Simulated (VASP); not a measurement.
Geometry relaxation of Cu

System: Cu (Fm-3m, 1 atom in the cell).
Method: Kohn-Sham DFT of a periodic cell, PBEsol, VASP PAW PBE potentials, recommended, no spin polarisation (VASP 6.6.1).

The structure derives from an entry of the Crystallography Open Database.

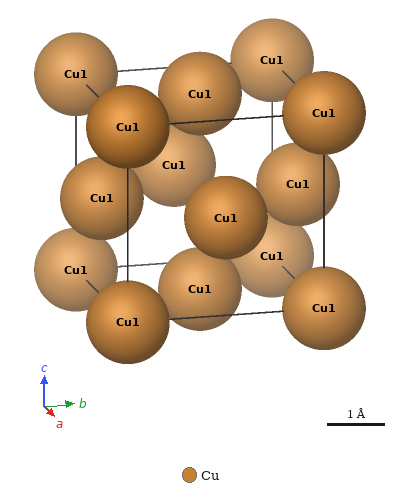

Fig. 1: The starting structure (spheres-only view of the cell 4 times as large as that of the calculation, set on its symmetry axes, seen slightly off an axis; atoms are numbered from 1 in the order of the input).

### INCAR
```
PREC     = Accurate       # precision mode
ENCUT    = 600            # plane-wave cutoff, eV
EDIFF    = 1E-7           # SCF threshold, eV
ISMEAR   = 1              # smearing method
SIGMA    = 0.1            # smearing width, eV
LREAL    = F              # projectors in reciprocal space
LASPH    = T              # aspherical terms in the spheres
NELM     = 80             # most SCF steps
ALGO     = Normal         # electronic algorithm
ISIF     = 2              # what is computed and relaxed
LWAVE    = F              # write WAVECAR
LCHARG   = F              # write CHGCAR
GGA      = PS             # functional
IBRION   = 2              # ionic algorithm
NSW      = 40             # ionic steps
EDIFFG   = -0.01          # ionic threshold
```

### KPOINTS
```
Automatic mesh
0
Gamma
  18 18 18
```

### POSCAR
```
Cu                                      
1.0
    0.0000000000      1.8083483295      1.8083483295
    1.8083483295      0.0000000000      1.8083483295
    1.8083483295      1.8083483295      0.0000000000
  Cu            
     1
Direct
     0.0000000000000000    0.0000000000000000    0.0000000000000000
```

Launched with:
```bash
cat potpaw_PBE.64/Cu/POTCAR > POTCAR
mpirun -np 1 vasp_std > vasp.out
```

### OSZICAR
```
N       E                     dE             d eps       ncg     rms          rms(c)
DAV:   1     0.378533333578E+02    0.37853E+02   -0.61817E+03  3574   0.227E+03
DAV:   2    -0.490811527424E+01   -0.42761E+02   -0.40851E+02  3524   0.205E+02
DAV:   3    -0.537774691787E+01   -0.46963E+00   -0.46792E+00  4170   0.313E+01
DAV:   4    -0.538126956908E+01   -0.35227E-02   -0.35222E-02  4391   0.245E+00
DAV:   5    -0.538130446107E+01   -0.34892E-04   -0.34892E-04  4187   0.193E-01    0.837E+00
DAV:   6    -0.477226075496E+01    0.60904E+00   -0.20725E+01  3697   0.107E+02    0.440E+00
DAV:   7    -0.431319445843E+01    0.45907E+00   -0.32126E+00  3753   0.421E+01    0.521E-01
DAV:   8    -0.430250871627E+01    0.10686E-01   -0.90448E-03  4465   0.223E+00    0.367E-01
DAV:   9    -0.430013346059E+01    0.23753E-02   -0.16050E-02  3862   0.273E+00    0.309E-02
DAV:  10    -0.430013401280E+01   -0.55221E-06   -0.80754E-05  5086   0.198E-01    0.450E-03
DAV:  11    -0.430013529204E+01   -0.12792E-05   -0.10613E-06  4679   0.135E-02    0.104E-03
DAV:  12    -0.430013519541E+01    0.96635E-07   -0.86702E-08  2347   0.651E-03
   1 F= -.43001352E+01 E0= -.43001367E+01  d E =-.430014E+01
```

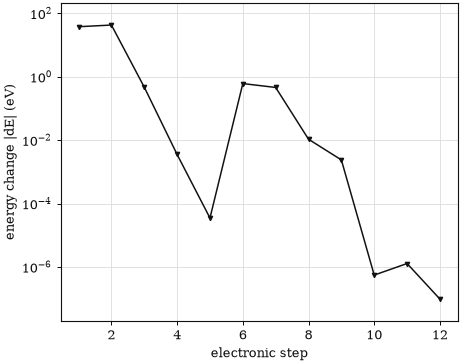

Fig. 2: Convergence of the self-consistent field: energy change |dE| against the electronic step. It takes 12 electronic steps. The density is held fixed in the first few steps, and dE rises again when its update begins.

### Parts of OUTCAR
```
PREC = Accurate
   ENCUT = 600
   EDIFF = 1E-7
   ISMEAR = 1
   LREAL = F
   LASPH = T
   NELM = 80
   ISIF = 2
   GGA = PS
   IBRION = 2
   NSW = 40
   EDIFFG = -0.01

 ion  position               nearest neighbor table
   1  0.000  0.000  0.000-

  LATTYP: Found a face centered cubic cell.
 ALAT       =     3.6166966590

  Lattice vectors:

 A1 = (   0.0000000000,   1.8083483295,   1.8083483295)
 A2 = (   1.8083483295,   0.0000000000,   1.8083483295)
 A3 = (   1.8083483295,   1.8083483295,   0.0000000000)

Analysis of symmetry for initial positions (statically):
=====================================================================
 Subroutine PRICEL returns:
 Original cell was already a primitive cell.

 Routine SETGRP: Setting up the symmetry group for a
 face centered cubic supercell.

 Subroutine GETGRP returns: Found 48 space group operations
 (whereof 48 operations were pure point group operations)
 out of a pool of 48 trial point group operations.

The static configuration has the point symmetry O_h .

Analysis of symmetry for dynamics (positions and initial velocities):
=====================================================================
 Subroutine PRICEL returns:
 Original cell was already a primitive cell.

 Routine SETGRP: Setting up the symmetry group for a
 face centered cubic supercell.

 Subroutine GETGRP returns: Found 48 space group operations
 (whereof 48 operations were pure point group operations)
 out of a pool of 48 trial point group operations.

The dynamic configuration has the point symmetry O_h .

 Subroutine INISYM returns: Found 48 space group operations
 (whereof 48 operations are pure point group operations),
 and found     1 'primitive' translations

----------------------------------------------------------------------------------------

                                     Primitive cell

  volume of cell :      11.8270

  direct lattice vectors                    reciprocal lattice vectors
     0.000000000  1.808348330  1.808348330    -0.276495403  0.276495403  0.276495403
     1.808348330  0.000000000  1.808348330     0.276495403 -0.276495403  0.276495403
     1.808348330  1.808348330  0.000000000     0.276495403  0.276495403 -0.276495403

  length of vectors
     2.557390733  2.557390733  2.557390733     0.478904086  0.478904086  0.478904086

  position of ions in fractional coordinates (direct lattice)
     0.000000000  0.000000000  0.000000000

  ion indices of the primitive-cell ions
   primitive index   ion index
                 1           1

----------------------------------------------------------------------------------------

 KPOINTS: Automatic mesh

Automatic generation of k-mesh.
 Grid dimensions read from file:
 generate k-points for:   18   18   18

 Generating k-lattice:

  Cartesian coordinates                     Fractional coordinates (reciprocal lattice)
    -0.015360856  0.015360856  0.015360856     0.055555556  0.000000000  0.000000000
     0.015360856 -0.015360856  0.015360856     0.000000000  0.055555556  0.000000000
     0.015360856  0.015360856 -0.015360856     0.000000000  0.000000000  0.055555556

  Length of vectors
     0.026605783  0.026605783  0.026605783

  Shift w.r.t. Gamma in fractional coordinates (k-lattice)
     0.000000000  0.000000000  0.000000000

 Subroutine IBZKPT returns following result:
 ===========================================

 Found    195 irreducible k-points:

 Following reciprocal coordinates:
            Coordinates               Weight
  0.000000  0.000000  0.000000      1.000000
  0.055556  0.000000  0.000000      8.000000
  0.111111  0.000000  0.000000      8.000000
  0.166667  0.000000  0.000000      8.000000
  0.222222  0.000000  0.000000      8.000000
  0.277778  0.000000  0.000000      8.000000
  0.333333  0.000000  0.000000      8.000000
  0.388889  0.000000  0.000000      8.000000
  0.444444  0.000000  0.000000      8.000000
  0.500000  0.000000  0.000000      4.000000
  0.055556  0.055556  0.000000      6.000000
  0.111111  0.055556  0.000000     24.000000
  0.166667  0.055556  0.000000     24.000000
  0.222222  0.055556  0.000000     24.000000
  0.277778  0.055556  0.000000     24.000000
  0.333333  0.055556  0.000000     24.000000
  0.388889  0.055556  0.000000     24.000000
  0.444444  0.055556  0.000000     24.000000
  0.500000  0.055556  0.000000     24.000000
 -0.444444  0.055556  0.000000     24.000000
 -0.388889  0.055556  0.000000     24.000000
 -0.333333  0.055556  0.000000     24.000000
 -0.277778  0.055556  0.000000     24.000000
 -0.222222  0.055556  0.000000     24.000000
 [... further k-points ...]
   k-points           NKPTS =    195   k-points in BZ     NKDIM =    195   number of bands    NBANDS=      9
   number of dos      NEDOS =    301   number of ions     NIONS =      1
   total plane-waves  NPLWV =   8000
   dimension x,y,z NGX =    20 NGY =   20 NGZ =   20
   dimension x,y,z NGXF=    40 NGYF=   40 NGZF=   40
   ions per type =               1
   NGX,Y,Z   is equivalent  to a cutoff of  13.00, 13.00, 13.00 a.u.
   NGXF,Y,Z  is equivalent  to a cutoff of  26.00, 26.00, 26.00 a.u.
 SYSTEM =  unknown system
   PREC   = accura    normal or accurate (medium, high low for compatibility)
   ISTART =      0    job   : 0-new  1-cont  2-samecut
   ICHARG =      2    charge: 1-file 2-atom 10-const
   ISPIN  =      1    spin polarized calculation?
   LNONCOLLINEAR =      F non collinear calculations
   LSORBIT =      F    spin-orbit coupling
   LASPH  =      T    aspherical Exc in radial PAW
   ENCUT  =  600.0 eV  44.10 Ry    6.64 a.u.   5.11  5.11  5.11*2*pi/ulx,y,z
   NELM   =     80;   NELMIN=  2; NELMDL= -5     # of ELM steps
   EDIFF  = 0.1E-06   stopping-criterion for ELM
   LREAL  =      F    real-space projection
   EDIFFG = -.1E-01   stopping-criterion for IOM
   NSW    =     40    number of steps for IOM
   IBRION =      2    ionic relax: 0-MD 1-quasi-New 2-CG
   NFREE  =      1    steps in history (QN), initial steepest desc. (CG)
   ISIF   =      2    stress and relaxation
   ISYM   =      2    0-nonsym 1-usesym 2-fastsym
   POTIM  = 0.5000    time-step for ionic-motion
   TEBEG  =    0.0;   TEEND  =   0.0 temperature during run
   PSTRESS=    0.0 pullay stress
   NELECT =      11.0000    total number of electrons
   NUPDOWN=      -1.0000    fix difference up-down
   EMIN   =  10.00;   EMAX   =-10.00  energy-range for DOS
   EFERMI =   0.00;   METHOD = LEGACY
   ISMEAR =     1;   SIGMA  =   0.10  broadening in eV -4-tet -1-fermi 0-gaus
   EFERMI_NEDOS =   21; number of points for ismear=-14 and -15
   IALGO  =     38    algorithm
   IMIX   =      4    mixing-type and parameters
     AMIX     =   0.40;   BMIX     =  1.00
     AMIX_MAG =   1.60;   BMIX_MAG =  1.00
  volume/ion in A,a.u.               =      11.83        79.81
  Fermi-wavevector in a.u.,A,eV,Ry     =   1.598013  3.019807 34.744456  2.553646
  Thomas-Fermi vector in A             =   2.695529
   LORBIT       =      0    0 simple, 1 ext, 2 COOP (PROOUT), +10 PAW based schemes
   GGA     = PS    functional components
   LHFCALC =     F    Hartree Fock is set to
   AEXX    =    0.0000 exact exchange contribution
   IVDW    =     0    specifies the selected vdW correction
   LEPSILON=     F    determine dielectric tensor
   LRPA    =     F    only Hartree local field effects (RPA)
 conjugate gradient relaxation of ions
 non-spin polarized calculation
 Methfessel and Paxton  Order N= 1 SIGMA  =   0.10
  energy-cutoff  :      600.00
  volume of cell :       11.83
 maximum number of plane-waves:       411
   NGX = 11   NGY = 11   NGZ = 11

 number of electron      11.0000001 magnetization

 Free energy of the ion-electron system (eV)
  ---------------------------------------------------
  ext. energy  EPLUGINS =         0.00000000
  ---------------------------------------------------
  free energy    TOTEN  =        -4.30013520 eV

  energy without entropy =       -4.30013964  energy(sigma->0) =       -4.30013668

 E-fermi :   7.3418     XC(G=0): -12.8988     alpha+bet :-13.4052

 val. band max:        7.2995591081   @ k =   0.5000   0.3333   0.1667
 cond. band min:       7.3588030150   @ k =   0.5000   0.2778   0.1111
 fundamental gap:      0.0592439068
 Fermi energy:         7.3417993135

 k-point     1 :       0.0000    0.0000    0.0000
  band No.  band energies     occupation
      1      -1.9947      2.00000
      2       4.3680      2.00000
      3       4.3680      2.00000
      4       4.3680      2.00000
      5       5.1986      2.00000
      6       5.1986      2.00000
      7      29.9540      0.00000
      8      32.5578      0.00000
      9      32.5578      0.00000

 k-point     2 :       0.0556    0.0000    0.0000
  band No.  band energies     occupation
      1      -1.8823      2.00000
      2       4.3439      2.00000
      3       4.3895      2.00000
      4       4.3895      2.00000
      5       5.1900      2.00000
      6       5.1900      2.00000
      7      29.2981      0.00000
      8      31.2027      0.00000
      9      32.1897      0.00000

 k-point     3 :       0.1111    0.0000    0.0000
  band No.  band energies     occupation
      1      -1.5487      2.00000
      2       4.2784      2.00000
      3       4.4452      2.00000
      4       4.4452      2.00000
      5       5.1725      2.00000
      6       5.1725      2.00000
      7      26.8551      0.00000
      8      30.6341      0.00000
      9      31.5186      0.00000

 k-point     4 :       0.1667    0.0000    0.0000
  band No.  band energies     occupation
      1      -1.0068      2.00000
      2       4.1921      2.00000
      3       4.5071      2.00000
      4       4.5071      2.00000
      5       5.1723      2.00000
      6       5.1723      2.00000
      7      23.9801      0.00000
      8      30.3796      0.00000
      9      30.8798      0.00000

 k-point     5 :       0.2222    0.0000    0.0000
  band No.  band energies     occupation
      1      -0.2848      2.00000
      2       4.1219      2.00000
      3       4.5333      2.00000
      4       4.5333      2.00000
      5       5.2269      2.00000
      6       5.2269      2.00000
      7      21.1520      0.00000
      8      30.0390      0.00000
      9      30.3507      0.00000

 [... the levels of 18 k-points are left out ...]

 k-point    24 :      -0.2222    0.0556    0.0000
  band No.  band energies     occupation
      1       0.0774      2.00000
      2       4.0738      2.00000
      3       4.5264      2.00000
      4       4.5650      2.00000
      5       5.1491      2.00000
      6       5.3929      2.00000
      7      20.3164      0.00000
      8      27.2890      0.00000
      9      30.9931      0.00000

 [... further k-points ...]

------------------------ aborting loop because EDIFF is reached ----------------------------------------

  FORCE on cell =-STRESS in cart. coord.  units (eV):
  Direction    XX          YY          ZZ          XY          YZ          ZX
  --------------------------------------------------------------------------------------
  -------------------------------------------------------------------------------------
  Total       -0.4267072     -0.4267072     -0.4267072      0.0000000      0.0000000      0.0000000
  in kB      -57.8048545    -57.8048545    -57.8048545      0.0000000      0.0000000      0.0000000
  external PRESSURE =     -57.8048545 kB  Pullay stress =       0.0000000 kB

 VOLUME and BASIS-vectors are now :
 -----------------------------------------------------------------------------
  energy-cutoff  :      600.00
  volume of cell :       11.83
      direct lattice vectors                 reciprocal lattice vectors
     0.000000000  1.808348330  1.808348330    -0.276495403  0.276495403  0.276495403
     1.808348330  0.000000000  1.808348330     0.276495403 -0.276495403  0.276495403
     1.808348330  1.808348330  0.000000000     0.276495403  0.276495403 -0.276495403

 POSITION                                       TOTAL-FORCE (eV/Angst)
 -----------------------------------------------------------------------------------
      0.00000      0.00000      0.00000         0.000000      0.000000      0.000000
 -----------------------------------------------------------------------------------
    total drift:                                0.000000      0.000000      0.000000

  FREE ENERGIE OF THE ION-ELECTRON SYSTEM (eV)
  ---------------------------------------------------
  free  energy   TOTEN  =        -4.3001351954 eV

  energy  without entropy=       -4.3001396448  energy(sigma->0) =       -4.30013668

 reached required accuracy - stopping structural energy minimisation
```

### CONTCAR
```
Cu
   1.00000000000000
     0.0000000000000000    1.8083483295000000    1.8083483295000000
     1.8083483295000000    0.0000000000000000    1.8083483295000000
     1.8083483295000000    1.8083483295000000    0.0000000000000000
  Cu
     1
Direct
     0.0000000000000000    0.0000000000000000    0.0000000000000000

  0.00000000E+00  0.00000000E+00  0.00000000E+00
```

### Summary

- outcome: converged
- space group (tolerance 0.01 Å): Fm-3m (225)
- electrons treated: 11
- free energy: −4.3001 eV
- Fermi energy: 7.342 eV
- gap on the k-point mesh: none (metallic)
- pressure: −5.78 GPa
- final volume: 11.83 Å³
- largest force (length of the vector): under 0.001 eV/Å
- hardware: 1 thread of Intel Xeon (Granite Rapids), 64 GiB of memory available, shared host
- wall time: 11 s
- peak memory: 0.14 GiB

### Remarks

The cell is under a tension of 5.8 GPa at this level, so it is not at its equilibrium volume.
